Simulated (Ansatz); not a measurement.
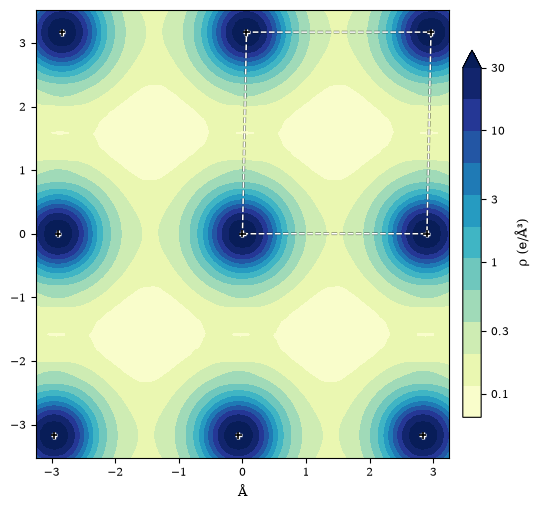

The valence charge density (pseudo) on a plane through atoms (crosses mark nuclei in the plane).

Level of theory: DFT, PBE, PAW with Ansatz's default frozen-core files, scalar-relativistic (Ansatz 0.2.0).

Candidates:
A. Ga, a = 2.90 Å, b = 3.17 Å, c = 4.29 Å, α = 88.53°, β = 71.38°, γ = 88.86°. Space group P-1; changed on purpose from its base cell (equal xy, yz and zx shear strains of -2 %, PAW files).
B. Sr, a = 4.31 Å, b = 4.31 Å, c = 7.05 Å, α = 90.00°, β = 90.00°, γ = 120.00°. Space group P6₃/mmc; the program warned that the cutoff is below the recommended one.
C. Sn, a = 4.59 Å, b = 4.59 Å, c = 6.49 Å, α = 90.00°, β = 90.00°, γ = 90.00°. Space group Imma; changed on purpose from its base cell (atom 1 (Sn) moved by [0.0, 0.0, 0.12] Å, PAW files); not relaxed (largest force 0.9 eV/Å); computed pressure about 4 GPa in this cell.

### Which system is this?

Candidate A: Ga on the (001) plane of the conventional cell, which holds Ga. Ga–Ga (2.90 Å): ρ is about 0.19 e/Å³ halfway.
